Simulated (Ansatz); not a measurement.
**Geometry relaxation, with input and output: Ga₄AsP₃**

System: Ga₄AsP₃ (8 atoms in the cell).
Method: DFT PBE, scalar-relativistic, plane waves, PAW, no spin polarisation (Ansatz 0.2.0).

The structure was made by a generator, so it may or may not be a known phase.

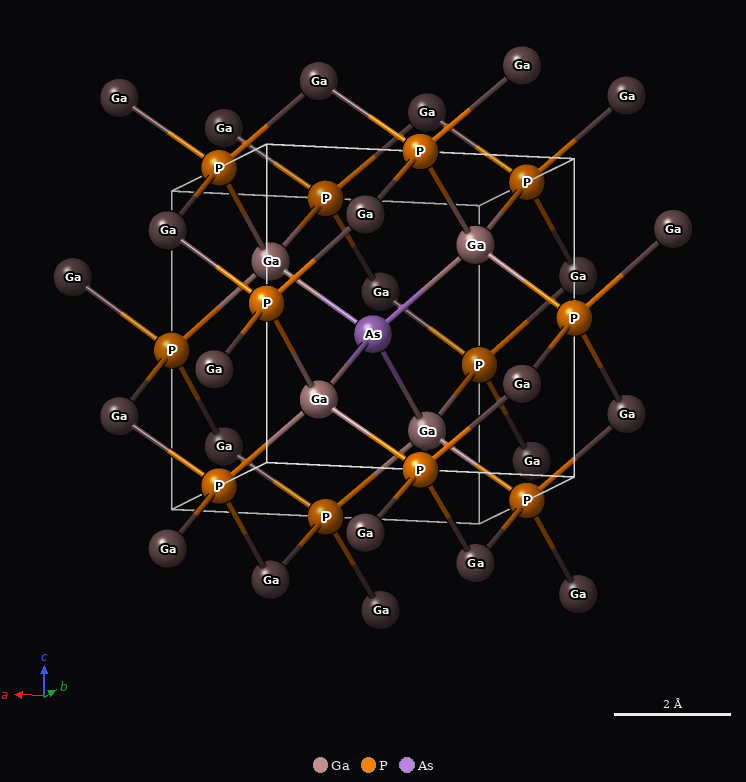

Fig. 1: The input geometry (ball-and-stick view of the cell of the calculation, seen at an oblique angle; neighbours outside the cell are drawn fainter). An atom can appear more than once, as a periodic image. Near neighbours in the periodic cell (some may lie outside the picture): Ga has 1 As at 2.45 Å and 3 P at 2.40 Å; P has 4 Ga at 2.40 Å; As has 4 Ga at 2.45 Å.

**The input**
```yaml
crystal:
  lattice:
    - [5.5637786, 0.0, 0.0]
    - [0.0, 5.5637786, 0.0]
    - [0.0, 0.0, 5.5637786]
  atoms:
    - { symbol: Ga, position: [0.754503, 0.754503, 0.245497] }
    - { symbol: Ga, position: [0.754503, 0.245497, 0.754503] }
    - { symbol: Ga, position: [0.245497, 0.754503, 0.754503] }
    - { symbol: Ga, position: [0.245497, 0.245497, 0.245497] }
    - { symbol: P, position: [0.5, 0.0, 0.0] }
    - { symbol: P, position: [0.0, 0.5, 0.0] }
    - { symbol: P, position: [0.0, 0.0, 0.5] }
    - { symbol: As, position: [0.5, 0.5, 0.5] }
basis:
  ecutwfc: 420
kpoints:
  mp_grid: { grid: [6, 6, 6] }
hamiltonian:
  xc: pbe
scf:
  occupations: { method: gaussian, width: 0.02 }
output:
  forces: true
  stress: true
  eigenvalues: true
relax:
  adjacent_minimum: "off"
  f_tol: 0.01
  max_steps: 80
  cell: { stress_tol: 0.05 }
```

Run on 4 threads of Arm Neoverse V1, 24 GiB of memory available, shared host.

Run as:
```bash
ansatz run input.yaml --threads 4 --pin off --max-ram 8192MiB --backend cpu --events-out ev --progress --plain --runs-dir out
```

**Output**
```
Engine: ansatz 0.2.0, aarch64-unknown-linux-gnu
Pseudopotentials: kind: paw
Pseudopotential: Ga, paw, valence charge 13, recommended cutoff 420 eV (normal), Ga.paw.azcp
Pseudopotential: P, paw, valence charge 5, recommended cutoff 420 eV (normal), P.paw.azcp
Pseudopotential: As, paw, valence charge 15, recommended cutoff 420 eV (normal), As.paw.azcp
Functional definition: PBE
  parameter kappa = 0.804
  parameter beta = 0.06672455060314922
  exchange = pbe_x(kappa = kappa, mu = beta*pi^2/3)
  correlation = pbe_c(beta = beta)
Crystal: 8 atoms, lattice volume = 172.230 Å³
Basis set: ecut = 420 eV, 3407 PW (Γ), exchange–correlation on 80×80×80 points (8 copies of the dense FFT grid, shifted against one another)
Bands: 50, of which v1, the nominal top of the filled ones, is band 41 counted from 1 (40 counted from 0)
Symmetry: 24 space group operations
Space group: P-43m (ITA 215), of the structure as read, at distance tolerance 5.6e-5 Å
k-points: 20 of 216 (time reversal used)
Non-local potential: Ga, projectors of the file, l = 0: 2, l = 1: 2, l = 2: 3, l = 3: 1
Non-local potential: P, projectors of the file, l = 0: 2, l = 1: 2, l = 2: 2
Non-local potential: As, projectors of the file, l = 0: 2, l = 1: 2, l = 2: 3, l = 3: 1
PAW form: soft (Blöchl's): semilocal exchange-correlation on the pseudo side does not see the compensation charge
PAW one-centre angular grid: Ga, 590 points (default); XC on 64 Gauss nodes
PAW one-centre angular grid: P, 110 points (default); XC on 64 Gauss nodes
PAW one-centre angular grid: As, 590 points (default); XC on 64 Gauss nodes
Initial density: superposition of atomic densities (neutral atoms: chi_scale 0, normalization atom), corrected by the library's trained network
Initial wavefunctions: pseudopotential atomic-orbital guess
Functional: x = pbe(κ = 0.804, μ = 0.2195149727645171), c = pbe(β = 0.06672455060314922)
SCF iter   1: F=—  HF=-22258.490178 eV  |F-HF|=—  |Δ(HF+E_count)|=         —  Δρ=1.61e-3  dr2=7.57e-3  ethr=1.77e-3  ⟨swp⟩=8.2  Hψ=4145  notcnv=0
preconditioner: auto → Resta (q_TF=auto, 2.411 Å⁻¹)  ε∞=4.0  [insulator: Δε(μ)=1.157 eV  Ē_g=13.962 eV  σ=0.020 eV  W_gap=1.00  n_scr=32 (ndim 8)  ℏωp=24.0 eV  f_vac=0.031  D(μ)=0.00/eV (n_scr^D=0)  ε∞_Penn≈4.0]
SCF iter   2: F=—  HF=-22258.483255 eV  |F-HF|=—  |Δ(HF+E_count)|=   6.92e-3  Δρ=1.08e-3  dr2=2.18e-3  ethr=9.24e-6  ⟨swp⟩=2.7  Hψ=2013  notcnv=0  defer=71
SCF iter   3: F=—  HF=-22258.483034 eV  |F-HF|=—  |Δ(HF+E_count)|=   2.21e-4  Δρ=4.71e-4  dr2=6.71e-4  ethr=2.66e-6  ⟨swp⟩=2.0  Hψ=1647  notcnv=0  defer=71
SCF iter   4: F=—  HF=-22258.483203 eV  |F-HF|=—  |Δ(HF+E_count)|=   1.69e-4  Δρ=1.83e-4  dr2=7.53e-5  ethr=8.19e-7  ⟨swp⟩=2.0  Hψ=1248  notcnv=0  defer=71
SCF iter   5: F=—  HF=-22258.483264 eV  |F-HF|=—  |Δ(HF+E_count)|=   6.11e-5  Δρ=5.10e-5  dr2=5.74e-6  ethr=9.19e-8  ⟨swp⟩=2.0  Hψ=1648  notcnv=0  defer=71
SCF iter   6: F=—  HF=-22258.483276 eV  |F-HF|=—  |Δ(HF+E_count)|=   1.21e-5  Δρ=1.40e-5  dr2=2.62e-7  ethr=7.00e-9  ⟨swp⟩=2.0  Hψ=1748  notcnv=0  defer=71
SCF iter   7: F=-22258.483277 eV  HF=-22258.483277 eV  |F-HF|=1.64e-8  |Δ(HF+E_count)|=   8.23e-8  Δρ=4.41e-6  dr2=3.41e-8  ethr=1.22e-10  ⟨swp⟩=10.8  Hψ=4821  notcnv=0
SCF 1 converged in 7 iterations: F = -22258.483277 eV  dr2 = 3.41e-8
  greatest PAW one-centre occupation: 0.999 electrons in one spin orbital (limit 2), on the As atom at site 7 (counted from 0), in its partial waves of l = 2
relax step   1: F+E_penalty+E_count = -22258.48327654 eV  Δ(F+E_penalty+E_count) = +0.000e0 eV  max|allowed force component| = 5.893e-3 eV/Å  Δτ_max = 0.0000 Å  P = +0.024 GPa  Ω = 172.230 Å³  (7 SCF iters, dr2 threshold 1.00e-7 eV, accepted)
Initial density: handed on by an earlier stage of this run
Initial wavefunctions: pseudopotential atomic-orbital guess (no wavefunctions were taken with the density)
iter 1 solved again at ethr=5.90e-7 eV; its pass at ethr=3.10e-3 eV (dr2=4.84e-4 eV) is discarded
SCF iter   1: F=—  HF=-22258.483288 eV  |F-HF|=—  |Δ(HF+E_count)|=         —  Δρ=3.54e-6  dr2=2.45e-8  ethr=5.90e-7  ⟨swp⟩=3.2  Hψ=6520  notcnv=0
eigensolver tolerance schedule: the retry pair's looser diagonalisation over-reported the residual by 19773.65 of it (diagonalisation noise at an unbounded share of the residual, at the tolerance the schedule requests for it); recorded, not acted on — ethr = c·dr2/N_el stays at c = 1.0e-1
preconditioner: auto → Resta (q_TF=auto, 2.411 Å⁻¹)  ε∞=4.0  [insulator: Δε(μ)=1.161 eV  Ē_g=13.955 eV  σ=0.020 eV  W_gap=1.00  n_scr=32 (ndim 8)  ℏωp=24.0 eV  f_vac=0.025  D(μ)=0.00/eV (n_scr^D=0)  ε∞_Penn≈4.0]
SCF iter   2: F=—  HF=-22258.483277 eV  |F-HF|=—  |Δ(HF+E_count)|=   1.18e-5  Δρ=2.65e-6  dr2=9.96e-9  ethr=2.98e-11  ⟨swp⟩=3.9  Hψ=2612  notcnv=0
SCF iter   3: F=—  HF=-22258.483277 eV  |F-HF|=—  |Δ(HF+E_count)|=   1.42e-8  Δρ=1.35e-6  dr2=3.26e-9  ethr=1.21e-11  ⟨swp⟩=2.0  Hψ=1683  notcnv=0
SCF iter   4: F=—  HF=-22258.483277 eV  |F-HF|=—  |Δ(HF+E_count)|=   7.63e-9  Δρ=7.53e-7  dr2=1.16e-9  ethr=3.98e-12  ⟨swp⟩=2.0  Hψ=1699  notcnv=0
SCF iter   5: F=—  HF=-22258.483277 eV  |F-HF|=—  |Δ(HF+E_count)|=   3.43e-9  Δρ=2.07e-7  dr2=9.02e-11  ethr=1.41e-12  ⟨swp⟩=2.0  Hψ=1721  notcnv=0
SCF iter   6: F=-22258.483277 eV  HF=-22258.483277 eV  |F-HF|=7.28e-12  |Δ(HF+E_count)|=  2.91e-11  Δρ=4.19e-8  dr2=2.18e-12  ethr=1.00e-12  ⟨swp⟩=5.8  Hψ=3688  notcnv=0
SCF 2 converged in 6 iterations: F = -22258.483277 eV  dr2 = 2.18e-12
relax step   2: F+E_penalty+E_count = -22258.48327659 eV  Δ(F+E_penalty+E_count) = -4.708e-8 eV  max|allowed force component| = 5.890e-3 eV/Å  Δτ_max = 0.0000 Å  P = +0.024 GPa  Ω = 172.230 Å³  stress off target by 2.39e-2 GPa  SCF on the basis re-selected at this cell (its energy is not comparable with the rows above)  (6 SCF iters)
```

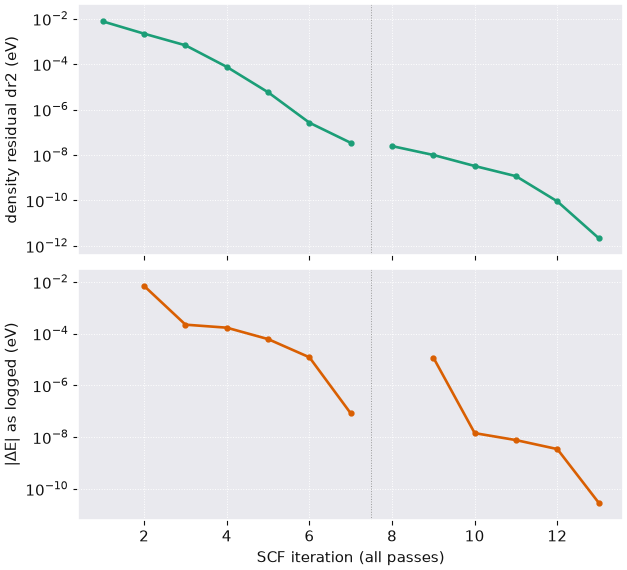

Fig. 2: Convergence of the self-consistent field: density residual dr2 and size of the energy change against the SCF iteration. The dotted lines part the SCF passes of the relaxation: geometry steps, rejected trials and re-solves on a re-selected basis. The passes take 7 and 6 iterations.

```
basis re-selected at this cell: Δ(F+E_penalty+E_count) = -4.708e-8 eV, ΔP = +0.000 GPa vs the last step (what re-selecting the basis moved, of the pressure what is left beyond the Pulay correction that the steps carried, after the strain that the cell walked since its last selection, with what the two solves' SCF thresholds leave and, on support functions, any second-order correction that the steps lacked; it is no measure of the basis error at this ecutwfc). This SCF's stress stands 2.39e-2 GPa from its target on what of the cell is left free (relax.cell.stress_tol is 5.00e-2 GPa) and its largest allowed force component is 5.89e-3 eV/Å (relax.f_tol is 1.00e-2 eV/Å): within both
SCF converged after 6 iterations
Free energy (F): -22258.483277 eV
Harris-Foulkes:  -22258.483277 eV  (|F-HF|=7.28e-12)
Internal energy: -22258.483277 eV  (E = F + TS)
E sigma→0 (E₀):  -22258.483277 eV
Fermi energy:    7.553814 eV
--- Per-component energies (eV) ---
  E_band       = -519.135987
  E_kinetic    = 774.214965
  E_local      = -10927.498693  (includes V_loc(G=0)·N_el)
  E_nonlocal   = 1130.643089
  E_hartree    = 5216.686707
  E_xc         = -538.700110
  E_vxc        = -491.793427  (∫ρ·V_xc dr)
  E_paw        = -11500.149831  (= ΣΔE_a)
  E_vpaw       = -1438.074811  (= ΣTr[D̂ρ^β])
  E_aug_tail   = -0.000433  (compensation charges beyond the density's cutoff)
  E_ewald      = -6413.678970
  E_smearing   = -0.000000  (= −TS)
  E_closure    = 0.000000  (closes the sum)
  Σ components = -22258.483277   (vs F -22258.483277, Δ=0.00e0)
--- Forces (eV/Å), atoms counted from 1 ---
  atom   1  Ga    -0.00589021    -0.00589021     0.00589021
  atom   2  Ga    -0.00589021     0.00589021    -0.00589021
  atom   3  Ga     0.00589021    -0.00589021    -0.00589021
  atom   4  Ga     0.00589021     0.00589021     0.00589021
  atom   5  P      0.00000000    -0.00000000     0.00000000
  atom   6  P      0.00000000    -0.00000000    -0.00000000
  atom   7  P      0.00000000    -0.00000000    -0.00000000
  atom   8  As     0.00000000    -0.00000000     0.00000000
  max |Σ_I F_I| component: 2.12e-16 eV/Å
--- Stress (GPa, compression-positive) ---
        0.023895       0.000000      -0.000000
        0.000000       0.023895      -0.000000
        0.000000      -0.000000       0.023895
  P = ⅓ Tr σ = 0.0239 GPa (0.239 kbar)
--- Band table (eV; the first three rows and the last of 20) ---
  k-point 0: bands = ["-27.8535", "-27.8535", "-27.8535", "-27.8445", "-27.8445", "-7.6982", "-7.6862", "-7.6862", "-7.5862", "-7.5862", "-7.5862", "-7.5350", "-7.5350", "-7.5350", "-7.5292", "-7.5292", "-7.5292", "-7.5290", "-7.5290", "-7.5290", "-7.5016", "-7.5016", "-7.4843", "-7.4843", "-7.4843", "-5.3497", "-2.8241", "-2.5617", "-2.5617", "0.3440", "0.3440", "0.3440", "4.3323", "4.3323", "4.3323", "4.4417", "4.4417", "4.4417", "6.9732", "6.9732", "6.9732", "8.1341", "8.4113", "8.7552", "8.7552", "8.7552", "8.7660", "8.7660", "10.8288", "10.8288"]
  k-point 1: bands = ["-27.8535", "-27.8535", "-27.8535", "-27.8445", "-27.8445", "-7.6935", "-7.6829", "-7.6814", "-7.5953", "-7.5827", "-7.5827", "-7.5399", "-7.5376", "-7.5376", "-7.5336", "-7.5323", "-7.5323", "-7.5276", "-7.5247", "-7.5247", "-7.5030", "-7.5005", "-7.4862", "-7.4862", "-7.4854", "-5.2376", "-3.0512", "-2.6774", "-2.5448", "0.3868", "0.3868", "0.8326", "4.1396", "4.1396", "4.1525", "4.2241", "4.5069", "4.5069", "5.9825", "6.6654", "6.6654", "8.5175", "8.9150", "9.1182", "9.2515", "9.2651", "9.2651", "9.2772", "10.5252", "11.2684"]
  k-point 2: bands = ["-27.8535", "-27.8535", "-27.8535", "-27.8445", "-27.8445", "-7.6831", "-7.6756", "-7.6672", "-7.6178", "-7.5732", "-7.5732", "-7.5515", "-7.5463", "-7.5463", "-7.5434", "-7.5350", "-7.5350", "-7.5220", "-7.5179", "-7.5179", "-7.5073", "-7.4975", "-7.4911", "-7.4911", "-7.4885", "-4.9102", "-3.7161", "-2.6696", "-2.5104", "0.4806", "0.4806", "1.9045", "3.7309", "3.7309", "3.8447", "3.8562", "4.6065", "4.8235", "4.8235", "6.0273", "6.0273", "8.6991", "9.6037", "9.7806", "10.3244", "10.4628", "10.4861", "10.4861", "10.5113", "12.3012"]
  k-point 19: bands = ["-27.8535", "-27.8535", "-27.8535", "-27.8445", "-27.8445", "-7.6647", "-7.6550", "-7.6550", "-7.6550", "-7.5679", "-7.5679", "-7.5679", "-7.5669", "-7.5669", "-7.5609", "-7.5609", "-7.5609", "-7.4981", "-7.4981", "-7.4981", "-7.4952", "-7.4952", "-7.4952", "-7.4930", "-7.4930", "-3.6863", "-3.3883", "-3.3883", "-3.3883", "0.3347", "0.5724", "0.5724", "0.5724", "5.6723", "5.6723", "5.7905", "5.7905", "5.7905", "6.1181", "6.1181", "6.1181", "8.3322", "8.3607", "8.3607", "8.3607", "11.5091", "11.5091", "11.5091", "11.6620", "11.6620"]
--- Relaxed structure (1 steps of the walk, 1 accepted, 1 SCFs on fresh bases) ---
  F+E_penalty+E_count = -22258.48327659 eV   max|allowed force component| = 5.890e-3 eV/Å   (the final SCF, on the basis selected at the relaxed cell)
  cell:  # Å, volume = 172.2303 Å³
    - [5.5637786, 0.0, 0.0]
    - [0.0, 5.5637786, 0.0]
    - [0.0, 0.0, 5.5637786]
  atoms:
    - { symbol: Ga, position: [0.7545030000000001, 0.7545030000000001, 0.245497] }
    - { symbol: Ga, position: [0.7545030000000001, 0.245497, 0.7545030000000001] }
    - { symbol: Ga, position: [0.245497, 0.7545030000000001, 0.7545030000000001] }
    - { symbol: Ga, position: [0.245497, 0.245497, 0.245497] }
    - { symbol: P, position: [0.5, 0.0, 0.0] }
    - { symbol: P, position: [0.0, 0.5, 0.0] }
    - { symbol: P, position: [0.0, 0.0, 0.5] }
    - { symbol: As, position: [0.5, 0.5, 0.5] }
```

**Trajectory as extended XYZ (Å, eV, eV/Å), 2 frames, from step=1 to step=2**
```
8
Lattice="5.5638 0.0000 0.0000 0.0000 5.5638 0.0000 0.0000 0.0000 5.5638" Properties=species:S:1:pos:R:3:forces:R:3 step=1 energy=-22258.48328 pressure_GPa=0.02
Ga    4.1979    4.1979    1.3659   -0.0059  -0.0059   0.0059
Ga    4.1979    1.3659    4.1979   -0.0059   0.0059  -0.0059
Ga    1.3659    4.1979    4.1979    0.0059  -0.0059  -0.0059
Ga    1.3659    1.3659    1.3659    0.0059   0.0059   0.0059
P     2.7819    0.0000    0.0000    0.0000   0.0000   0.0000
P     0.0000    2.7819    0.0000    0.0000   0.0000   0.0000
P     0.0000    0.0000    2.7819    0.0000   0.0000   0.0000
As    2.7819    2.7819    2.7819    0.0000   0.0000   0.0000
8
Lattice="5.5638 0.0000 0.0000 0.0000 5.5638 0.0000 0.0000 0.0000 5.5638" Properties=species:S:1:pos:R:3:forces:R:3 step=2 energy=-22258.48328 pressure_GPa=0.02
Ga    4.1979    4.1979    1.3659   -0.0059  -0.0059   0.0059
Ga    4.1979    1.3659    4.1979   -0.0059   0.0059  -0.0059
Ga    1.3659    4.1979    4.1979    0.0059  -0.0059  -0.0059
Ga    1.3659    1.3659    1.3659    0.0059   0.0059   0.0059
P     2.7819    0.0000    0.0000    0.0000   0.0000   0.0000
P     0.0000    2.7819    0.0000    0.0000   0.0000   0.0000
P     0.0000    0.0000    2.7819    0.0000   0.0000   0.0000
As    2.7819    2.7819    2.7819    0.0000   0.0000   0.0000
```

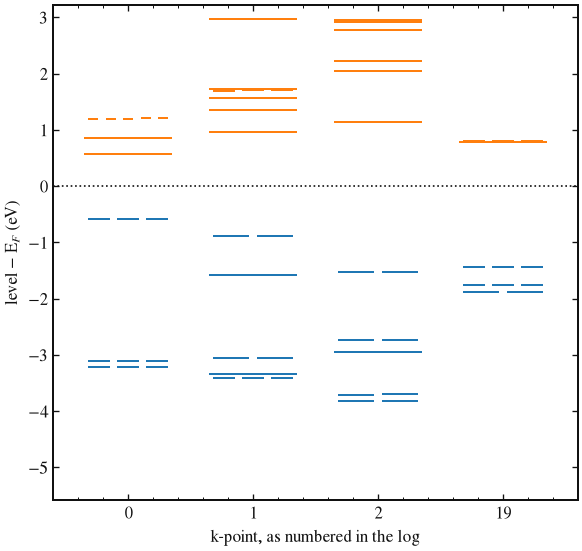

Fig. 3: Kohn–Sham levels near the Fermi level (dotted) at the few k-points that the log prints; levels within 0.02 eV of each other stand side by side. Among these points the highest filled and lowest empty levels are 1.16 eV apart, which is the gap on the mesh.

**Results in brief**

| quantity | value |
| --- | --- |
| outcome | converged |
| space group (tolerance 0.01 Å) | P-43m (215) |
| electrons treated | 82 |
| free energy | −22258.4833 eV |
| Fermi energy | 7.554 eV |
| gap on the k-point mesh | 1.16 eV |
| pressure | 0.02 GPa |
| final volume | 172.23 Å³ |
| largest force (length of the vector) at the end | 0.010 eV/Å |
| final cell | a = 5.564 Å, b = 5.564 Å, c = 5.564 Å, α = 90.00°, β = 90.00°, γ = 90.00° |
| wall time | 11 s (CPU time 44 s) |
| peak memory | 0.56 GiB |
